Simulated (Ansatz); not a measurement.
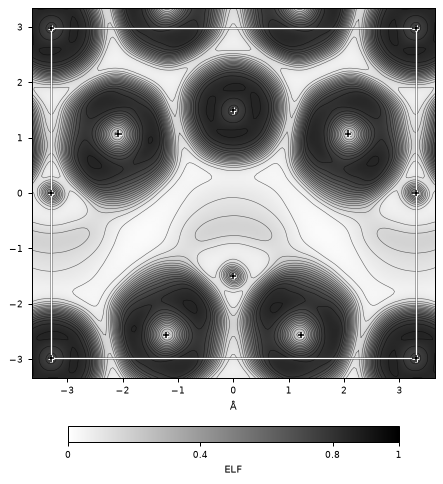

The ELF on a plane through atoms (crosses mark nuclei in the plane).

Theory: DFT r2SCAN, scalar-relativistic, plane waves, PAW (Ansatz).

Candidates:
A. HfSiO4, a = 6.58 Å, b = 6.58 Å, c = 5.97 Å, α = 90.00°, β = 90.00°, γ = 90.00°. Space group I4₁/amd.
B. PtSe2, a = 3.73 Å, b = 3.73 Å, c = 40.30 Å, α = 90.00°, β = 90.00°, γ = 120.00°. 
C. SiNi2, a = 4.94 Å, b = 3.69 Å, c = 7.01 Å, α = 90.00°, β = 90.00°, γ = 90.00°. Space group Pnma; computed without spin polarisation.

Which candidate gave the map?

Candidate A: HfSiO4 on the (100) plane of the conventional cell, which holds Hf, Si and O. Si–O (1.62 Å): the ELF peaks at about 0.85 between the atoms (a polar covalent bond). Hf–O (2.12 Å): the ELF peaks at about 0.85 in the valence shell of O, 0.6 Å from its nucleus, and drops to about 0.15 between the two atoms: no localised pair shows between them.
